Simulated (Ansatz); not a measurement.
## Run report: La2O3, geometry relaxation (part 3 of 3)

Continued. System: La2O3 (P321, 5 atoms in the cell). Method: DFT PBE, scalar-relativistic, plane waves, PAW, no spin polarisation (Ansatz 0.2.0); cutoff 420 eV, 6×6×4 k-mesh, Gaussian smearing of 0.1 eV. The structure derives from an entry of the Crystallography Open Database.

Geometry of the input (Å; fractional positions):
```
3.9300  0.0000  0.0000
-1.9650  3.4035  0.0000
0.0000  0.0000  6.1200
La 0.3333  0.6667  0.2500
La 0.6667  0.3333  0.7500
O  0.2500  0.2500  0.0000
O  0.7500  0.0000  0.0000
O  0.0000  0.7500  0.0000
```

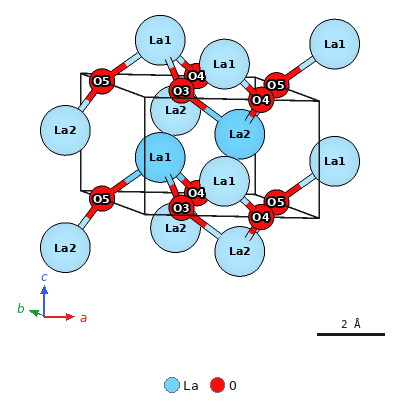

Figure 1. The geometry at step 20 of the log (ball-and-stick view of the cell of the calculation, seen slightly off an axis; neighbours outside the cell are drawn fainter; atoms are numbered from 1 in the order of the input).

**Trajectory as extended XYZ, continued**
```
5
Lattice="4.8918 0.0000 0.0000 -2.4459 4.2364 0.0000 0.0000 0.0000 5.1739" Properties=species:S:1:pos:R:3:forces:R:3 step=8 energy=-14205.13689 pressure_GPa=0.07
La    0.0000    2.8243    1.2331    0.0000   0.0000   0.2361
La    2.4459    1.4121    3.9408    0.0000   0.0000  -0.2361
O     0.7631    1.3217    0.0000   -0.0493  -0.0853   0.0000
O     3.3656    0.0000    0.0000    0.0985   0.0000   0.0000
O    -1.6828    2.9147    0.0000   -0.0493   0.0853   0.0000
5
Lattice="4.9198 0.0000 0.0000 -2.4599 4.2607 0.0000 0.0000 0.0000 4.8752" Properties=species:S:1:pos:R:3:forces:R:3 step=9 energy=-14205.17844 pressure_GPa=0.57
La    0.0000    2.8404    1.2225    0.0000   0.0000   0.3042
La    2.4599    1.4202    3.6527    0.0000   0.0000  -0.3042
O     0.7687    1.3314    0.0000   -0.0744  -0.1288   0.0000
O     3.3825    0.0000    0.0000    0.1488   0.0000   0.0000
O    -1.6912    2.9293    0.0000   -0.0744   0.1288   0.0000
5
Lattice="4.9483 0.0000 0.0000 -2.4742 4.2854 0.0000 0.0000 0.0000 4.5762" Properties=species:S:1:pos:R:3:forces:R:3 step=10 energy=-14205.22123 pressure_GPa=1.43
La    0.0000    2.8569    1.2077    0.0000   0.0000   0.4857
La    2.4742    1.4285    3.3685    0.0000   0.0000  -0.4857
O     0.7712    1.3358    0.0000   -0.0844  -0.1461   0.0000
O     3.4059    0.0000    0.0000    0.1687   0.0000   0.0000
O    -1.7029    2.9496    0.0000   -0.0844   0.1461   0.0000
5
Lattice="4.9533 0.0000 0.0000 -2.4766 4.2897 0.0000 0.0000 0.0000 4.4232" Properties=species:S:1:pos:R:3:forces:R:3 step=11 energy=-14204.99942 pressure_GPa=-6.62 accepted=F
La    0.0000    2.8598    1.3078    0.0000   0.0000  -2.5239
La    2.4766    1.4299    3.1154    0.0000   0.0000   2.5239
O     0.7587    1.3141    0.0000    0.4601   0.7969   0.0000
O     3.4359    0.0000    0.0000   -0.9202   0.0000   0.0000
O    -1.7179    2.9756    0.0000    0.4601  -0.7969   0.0000
5
Lattice="4.9776 0.0000 0.0000 -2.4888 4.3108 0.0000 0.0000 0.0000 4.4311" Properties=species:S:1:pos:R:3:forces:R:3 step=12 energy=-14205.25398 pressure_GPa=-0.74
La    0.0000    2.8738    1.2151    0.0000   0.0000  -0.0235
La    2.4888    1.4369    3.2160    0.0000   0.0000   0.0235
O     0.7715    1.3363    0.0000    0.0457   0.0791   0.0000
O     3.4346    0.0000    0.0000   -0.0914   0.0000   0.0000
O    -1.7173    2.9744    0.0000    0.0457  -0.0791   0.0000
5
Lattice="4.9879 0.0000 0.0000 -2.4940 4.3197 0.0000 0.0000 0.0000 4.2820" Properties=species:S:1:pos:R:3:forces:R:3 step=13 energy=-14205.28468 pressure_GPa=0.35
La    0.0000    2.8798    1.2123    0.0000   0.0000   0.1614
La    2.4940    1.4399    3.0697    0.0000   0.0000  -0.1614
O     0.7764    1.3448    0.0000   -0.0031  -0.0054   0.0000
O     3.4351    0.0000    0.0000    0.0062   0.0000   0.0000
O    -1.7176    2.9749    0.0000   -0.0031   0.0054   0.0000
5
Lattice="5.0324 0.0000 0.0000 -2.5162 4.3582 0.0000 0.0000 0.0000 4.0577" Properties=species:S:1:pos:R:3:forces:R:3 step=14 energy=-14205.32482 pressure_GPa=0.58
La    0.0000    2.9055    1.2050    0.0000   0.0000   0.4526
La    2.5162    1.4527    2.8527    0.0000   0.0000  -0.4526
O     0.7897    1.3679    0.0000   -0.0548  -0.0949   0.0000
O     3.4529    0.0000    0.0000    0.1095   0.0000   0.0000
O    -1.7265    2.9903    0.0000   -0.0548   0.0949   0.0000
5
Lattice="5.0536 0.0000 0.0000 -2.5268 4.3765 0.0000 0.0000 0.0000 3.7634" Properties=species:S:1:pos:R:3:forces:R:3 step=15 energy=-14205.34029 pressure_GPa=3.92
La    0.0000    2.9177    1.2038    0.0000   0.0000   0.8524
La    2.5268    1.4588    2.5596    0.0000   0.0000  -0.8524
O     0.7942    1.3756    0.0000   -0.0816  -0.1414   0.0000
O     3.4652    0.0000    0.0000    0.1632   0.0000   0.0000
O    -1.7326    3.0010    0.0000   -0.0816   0.1414   0.0000
5
Lattice="5.1037 0.0000 0.0000 -2.5519 4.4200 0.0000 0.0000 0.0000 3.8225" Properties=species:S:1:pos:R:3:forces:R:3 step=16 energy=-14205.35396 pressure_GPa=-3.06
La    0.0000    2.9466    1.2350    0.0000   0.0000   0.0300
La    2.5519    1.4733    2.5875    0.0000   0.0000  -0.0300
O     0.8115    1.4056    0.0000    0.0433   0.0749   0.0000
O     3.4807    0.0000    0.0000   -0.0865   0.0000   0.0000
O    -1.7404    3.0144    0.0000    0.0433  -0.0749   0.0000
5
Lattice="5.0656 0.0000 0.0000 -2.5328 4.3869 0.0000 0.0000 0.0000 3.7636" Properties=species:S:1:pos:R:3:forces:R:3 step=17 energy=-14205.38001 pressure_GPa=0.61
La    0.0000    2.9246    1.2630    0.0000   0.0000   0.0180
La    2.5328    1.4623    2.5006    0.0000   0.0000  -0.0180
O     0.8153    1.4121    0.0000   -0.0449  -0.0777   0.0000
O     3.4351    0.0000    0.0000    0.0898   0.0000   0.0000
O    -1.7175    2.9749    0.0000   -0.0449   0.0777   0.0000
5
Lattice="5.0770 0.0000 0.0000 -2.5385 4.3969 0.0000 0.0000 0.0000 3.7334" Properties=species:S:1:pos:R:3:forces:R:3 step=18 energy=-14205.38286 pressure_GPa=0.12
La    0.0000    2.9312    1.2604    0.0000   0.0000   0.0331
La    2.5385    1.4656    2.4730    0.0000   0.0000  -0.0331
O     0.8142    1.4102    0.0000   -0.0092  -0.0159   0.0000
O     3.4487    0.0000    0.0000    0.0183   0.0000   0.0000
O    -1.7243    2.9866    0.0000   -0.0092   0.0159   0.0000
5
Lattice="5.0770 0.0000 0.0000 -2.5385 4.3969 0.0000 0.0000 0.0000 3.7334" Properties=species:S:1:pos:R:3:forces:R:3 step=19 energy=-14207.15186 pressure_GPa=16.71
La    0.0000    2.9312    1.2604    0.0000   0.0000   0.1384
La    2.5385    1.4656    2.4730    0.0000   0.0000  -0.1384
O     0.8142    1.4102    0.0000    0.0044   0.0076   0.0000
O     3.4487    0.0000    0.0000   -0.0088   0.0000   0.0000
O    -1.7243    2.9866    0.0000    0.0044  -0.0076   0.0000
5
Lattice="5.2735 0.0000 0.0000 -2.6368 4.5670 0.0000 0.0000 0.0000 3.5418" Properties=species:S:1:pos:R:3:forces:R:3 step=20 energy=-14208.00525 pressure_GPa=13.33
La    0.0000    3.0447    1.2807    0.0000   0.0000   0.2591
La    2.6368    1.5223    2.2611    0.0000   0.0000  -0.2591
O     0.8778    1.5204    0.0000    0.0810   0.1403   0.0000
O     3.5180    0.0000    0.0000   -0.1620   0.0000   0.0000
O    -1.7590    3.0467    0.0000    0.0810  -0.1403   0.0000
5
Lattice="5.4649 0.0000 0.0000 -2.7325 4.7328 0.0000 0.0000 0.0000 3.5236" Properties=species:S:1:pos:R:3:forces:R:3 step=21 energy=-14208.63297 pressure_GPa=7.48
La    0.0000    3.1552    1.2953    0.0000   0.0000   0.1223
La    2.7325    1.5776    2.2283    0.0000   0.0000  -0.1223
O     0.9463    1.6390    0.0000    0.1777   0.3077   0.0000
O     3.5724    0.0000    0.0000   -0.3553   0.0000   0.0000
O    -1.7862    3.0938    0.0000    0.1777  -0.3077   0.0000
5
Lattice="5.6614 0.0000 0.0000 -2.8307 4.9029 0.0000 0.0000 0.0000 3.4294" Properties=species:S:1:pos:R:3:forces:R:3 step=22 energy=-14209.19853 pressure_GPa=6.12
La    0.0000    3.2686    1.3393    0.0000   0.0000   0.4431
La    2.8307    1.6343    2.0901    0.0000   0.0000  -0.4431
O     1.0555    1.8282    0.0000    0.1164   0.2017   0.0000
O     3.5504    0.0000    0.0000   -0.2329   0.0000   0.0000
O    -1.7752    3.0748    0.0000    0.1164  -0.2017   0.0000
5
Lattice="5.8529 0.0000 0.0000 -2.9265 5.0688 0.0000 0.0000 0.0000 3.4292" Properties=species:S:1:pos:R:3:forces:R:3 step=23 energy=-14209.57441 pressure_GPa=1.11
La    0.0000    3.3792    1.4016    0.0000   0.0000   0.3489
La    2.9265    1.6896    2.0276    0.0000   0.0000  -0.3489
O     1.1697    2.0260    0.0000    0.1470   0.2546   0.0000
O     3.5135    0.0000    0.0000   -0.2940   0.0000   0.0000
O    -1.7568    3.0428    0.0000    0.1470  -0.2546   0.0000
5
Lattice="6.0209 0.0000 0.0000 -3.0105 5.2143 0.0000 0.0000 0.0000 3.1773" Properties=species:S:1:pos:R:3:forces:R:3 step=24 energy=-14209.62229 pressure_GPa=8.28
La    0.0000    3.4762    1.3999    0.0000   0.0000   0.9168
La    3.0105    1.7381    1.7773    0.0000   0.0000  -0.9168
O     1.2903    2.2349    0.0000    0.0046   0.0079   0.0000
O     3.4403    0.0000    0.0000   -0.0091   0.0000   0.0000
O    -1.7202    2.9794    0.0000    0.0046  -0.0079   0.0000
5
Lattice="6.2151 0.0000 0.0000 -3.1076 5.3825 0.0000 0.0000 0.0000 3.3384" Properties=species:S:1:pos:R:3:forces:R:3 step=25 energy=-14209.90805 pressure_GPa=-5.72
La    0.0000    3.5883    1.5626    0.0000   0.0000   0.2470
La    3.1076    1.7942    1.7757    0.0000   0.0000  -0.2470
O     1.4851    2.5723    0.0000    0.0541   0.0936   0.0000
O     3.2449    0.0000    0.0000   -0.1081   0.0000   0.0000
O    -1.6224    2.8101    0.0000    0.0541  -0.0936   0.0000
5
Lattice="6.0186 0.0000 0.0000 -3.0093 5.2123 0.0000 0.0000 0.0000 3.3525" Properties=species:S:1:pos:R:3:forces:R:3 step=26 energy=-14210.07417 pressure_GPa=2.00
La    0.0000    3.4749    1.6684    0.0000   0.0000   0.0287
La    3.0093    1.7374    1.6841    0.0000   0.0000  -0.0287
O     1.4926    2.5852    0.0000    0.0016   0.0029   0.0000
O     3.0335    0.0000    0.0000   -0.0033   0.0000   0.0000
O    -1.5167    2.6271    0.0000    0.0016  -0.0029   0.0000
5
Lattice="6.0869 0.0000 0.0000 -3.0435 5.2714 0.0000 0.0000 0.0000 3.3308" Properties=species:S:1:pos:R:3:forces:R:3 step=27 energy=-14210.08519 pressure_GPa=0.06
La    0.0000    3.5143    1.6732    0.0000   0.0000  -0.0278
La    3.0435    1.7571    1.6575    0.0000   0.0000   0.0278
O     1.5334    2.6560    0.0000   -0.0039  -0.0068   0.0000
O     3.0201    0.0000    0.0000    0.0079   0.0000   0.0000
O    -1.5100    2.6155    0.0000   -0.0039   0.0068   0.0000
5
Lattice="6.0807 0.0000 0.0000 -3.0404 5.2661 0.0000 0.0000 0.0000 3.3382" Properties=species:S:1:pos:R:3:forces:R:3 step=28 energy=-14210.08611 pressure_GPa=-0.03
La    0.0000    3.5107    1.6696    0.0000   0.0000  -0.0015
La    3.0404    1.7554    1.6687    0.0000   0.0000   0.0015
O     1.5210    2.6345    0.0000   -0.0003  -0.0004   0.0000
O     3.0386    0.0000    0.0000    0.0005   0.0000   0.0000
O    -1.5193    2.6315    0.0000   -0.0003   0.0004   0.0000
5
Lattice="6.0807 0.0000 0.0000 -3.0404 5.2661 0.0000 0.0000 0.0000 3.3382" Properties=species:S:1:pos:R:3:forces:R:3 step=29 energy=-14210.76230 pressure_GPa=5.80
La    0.0000    3.5107    1.6696    0.0000   0.0000  -0.0015
La    3.0404    1.7554    1.6687    0.0000   0.0000   0.0015
O     1.5210    2.6345    0.0000   -0.0003  -0.0005   0.0000
O     3.0386    0.0000    0.0000    0.0006   0.0000   0.0000
O    -1.5193    2.6315    0.0000   -0.0003   0.0005   0.0000
5
Lattice="6.2500 0.0000 0.0000 -3.1250 5.4127 0.0000 0.0000 0.0000 3.3064" Properties=species:S:1:pos:R:3:forces:R:3 step=30 energy=-14210.95903 pressure_GPa=2.27
La    0.0000    3.6085    1.6478    0.0000   0.0000   0.0139
La    3.1250    1.8042    1.6586    0.0000   0.0000  -0.0139
O     1.5643    2.7095    0.0000   -0.0016  -0.0028   0.0000
O     3.1213    0.0000    0.0000    0.0032   0.0000   0.0000
O    -1.5607    2.7032    0.0000   -0.0016   0.0028   0.0000
5
Lattice="6.3573 0.0000 0.0000 -3.1786 5.5056 0.0000 0.0000 0.0000 3.2882" Properties=species:S:1:pos:R:3:forces:R:3 step=31 energy=-14210.98627 pressure_GPa=0.16
La    0.0000    3.6704    1.6366    0.0000   0.0000   0.0153
La    3.1786    1.8352    1.6516    0.0000   0.0000  -0.0153
O     1.5909    2.7554    0.0000   -0.0018  -0.0031   0.0000
O     3.1756    0.0000    0.0000    0.0036   0.0000   0.0000
O    -1.5878    2.7501    0.0000   -0.0018   0.0031   0.0000
5
Lattice="6.3573 0.0000 0.0000 -3.1786 5.5056 0.0000 0.0000 0.0000 3.2882" Properties=species:S:1:pos:R:3:forces:R:3 step=32 energy=-14211.01790 pressure_GPa=0.31
La    0.0000    3.6704    1.6366    0.0000   0.0000   0.0153
La    3.1786    1.8352    1.6516    0.0000   0.0000  -0.0153
O     1.5909    2.7554    0.0000   -0.0018  -0.0031   0.0000
O     3.1756    0.0000    0.0000    0.0036   0.0000   0.0000
O    -1.5878    2.7501    0.0000   -0.0018   0.0031   0.0000
```

**Results in brief**

| quantity | value |
| --- | --- |
| outcome | converged |
| space group (tolerance 0.01 Å) | P321 (150) → P-3m1 (164) |
| electrons treated | 40 |
| free energy | −14211.0179 eV |
| Fermi energy | 6.610 eV |
| gap on the k-point mesh | 1.61 eV |
| pressure | 0.31 GPa |
| final volume | 115.09 Å³ |
| largest force (length of the vector) at the end | 0.015 eV/Å |
| final cell | a = 6.357 Å, b = 6.357 Å, c = 3.288 Å, α = 90.00°, β = 90.00°, γ = 120.00° |
| wall time | 74 s (CPU time 2.4 min) |
| peak memory | 0.47 GiB |
